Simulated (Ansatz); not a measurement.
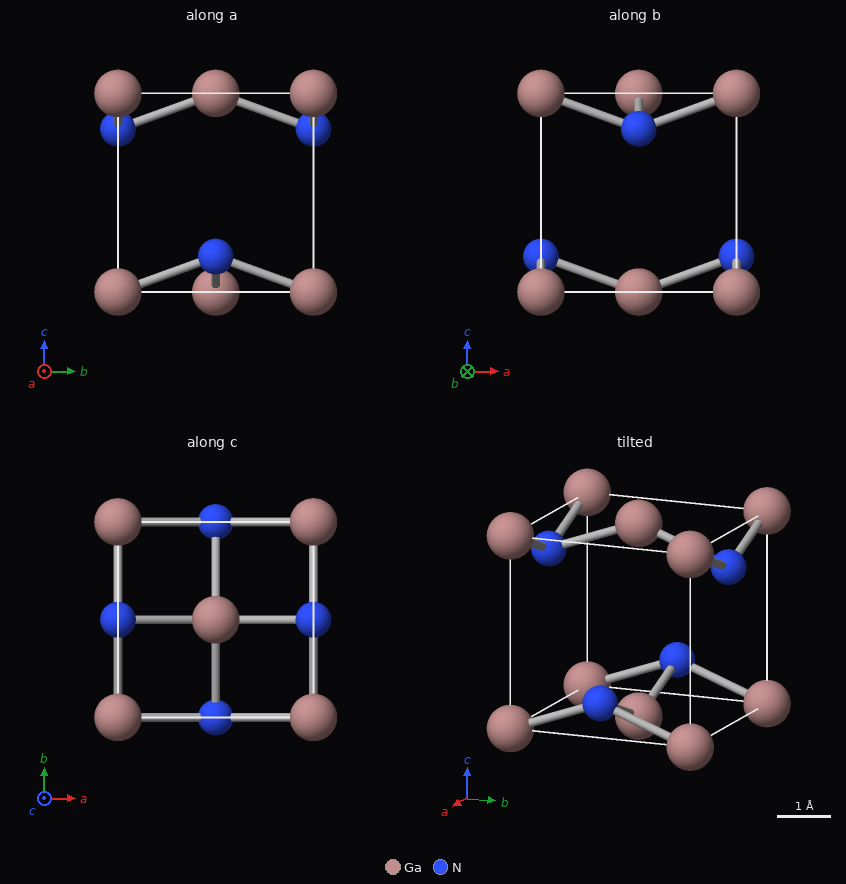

The image is a ball-and-stick drawing of a crystal, viewed along the a axis, along the b axis, along the c axis and slightly off an axis. The wireframe shows the conventional unit cell.

Lattice parameters: a = 3.7596 Å, b = 3.7596 Å, c = 3.8190 Å, α = 90.000°, β = 90.000°, γ = 90.000°.

Q: Write the structure as a CIF with its space group and independent sites, with free fractional coordinates to two decimals.

A:
```cif
data_structure
_symmetry_space_group_name_H-M 'P 4/n m m :1'
_symmetry_Int_Tables_number 129
_cell_length_a 3.7596
_cell_length_b 3.7596
_cell_length_c 3.8190
_cell_angle_alpha 90.000
_cell_angle_beta 90.000
_cell_angle_gamma 90.000
_cell_volume 53.98
loop_
_atom_site_label
_atom_site_type_symbol
_atom_site_symmetry_multiplicity
_atom_site_Wyckoff_symbol
_atom_site_fract_x
_atom_site_fract_y
_atom_site_fract_z
_atom_site_occupancy
Ga1 Ga 2 a 0.50 0.50 0.00 1
N1 N 2 c 0.00 0.50 0.18 1
```

Its origin is a random cell made by a generator, so it need not be a real form of the compound. Earlier steps of the study may have refined or changed the cell and positions. It was the input of a calculation with Ansatz.
